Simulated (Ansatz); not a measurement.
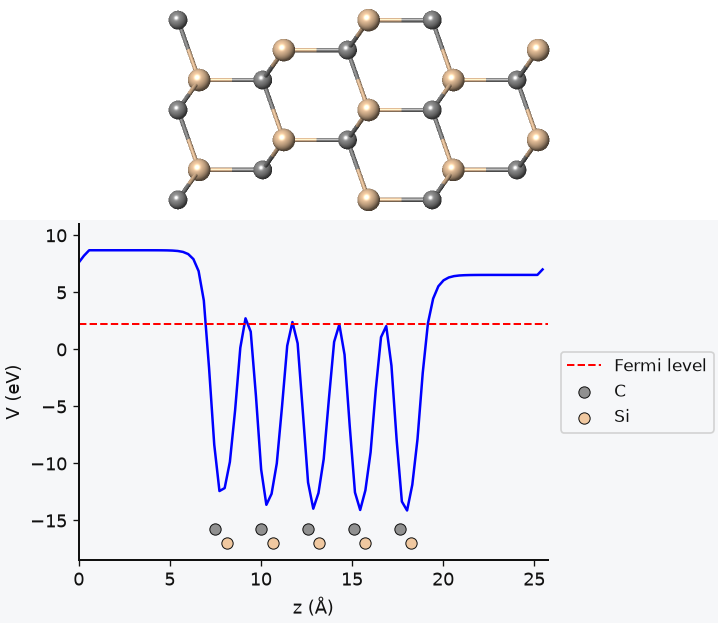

Plane-averaged electrostatic potential energy of an electron across the slab; circles at the bottom mark the heights of the atoms. The structure is drawn too.

The Ansatz input:

```
crystal:
  lattice:
    - [3.096935503, 0.0, 0.0]
    - [-1.5484677515, 2.6820248195, 0.0]
    - [0.0, 0.0, 25.7467083107]
  atoms:
    - { symbol: C, position: [0.0, 0.0, 0.2912993735] }
    - { symbol: Si, position: [0.3333333333, 0.6666666667, 0.3158523884] }
    - { symbol: C, position: [0.3333333333, 0.6666666667, 0.389511433] }
    - { symbol: Si, position: [0.6666666667, 0.3333333333, 0.4140644479] }
    - { symbol: C, position: [0.6666666667, 0.3333333333, 0.4877234926] }
    - { symbol: Si, position: [0.0, 0.0, 0.5122765074] }
    - { symbol: C, position: [0.0, 0.0, 0.5859355521] }
    - { symbol: Si, position: [0.3333333333, 0.6666666667, 0.610488567] }
    - { symbol: C, position: [0.3333333333, 0.6666666667, 0.6841476116] }
    - { symbol: Si, position: [0.6666666667, 0.3333333333, 0.7087006265] }
basis:
  ecutwfc: 420
kpoints:
  mp_grid: { grid: [9, 9, 1] }
hamiltonian:
  xc: pbe
scf:
  occupations: { method: gaussian, width: 0.05 }
output:
  forces: true
  stress: true
  eigenvalues: true
  write_density: true
  write_potential: true
  elf: true
  volumetric_format: npy
efield:
  axis: 3
  dipole_correction: true
  ramp_width: 0.04
```

Run as:
```bash
ansatz run input.yaml --threads 1 --pin off --max-ram 2560MiB --backend cpu --events-out ev --progress --plain --runs-dir out
```

What is the work function?

The work function is 4.30 eV at the right face and 6.46 eV at the left.

How thick are slab and vacuum?

The outermost atoms are 10.7 Å apart, which leaves 15.0 Å of vacuum in a cell 25.7 Å high.

Do the two faces differ, and what does that say about the slab's dipole?

The vacuum level is 2.16 eV higher at the left than at the right, so the slab carries a dipole along its normal; the ramp in the vacuum, at or near the edge of the plot, is the dipole correction that keeps each side flat.

The atoms aren't at rest in this cell (largest force 2.9 eV/Å), so the relaxed material can differ.
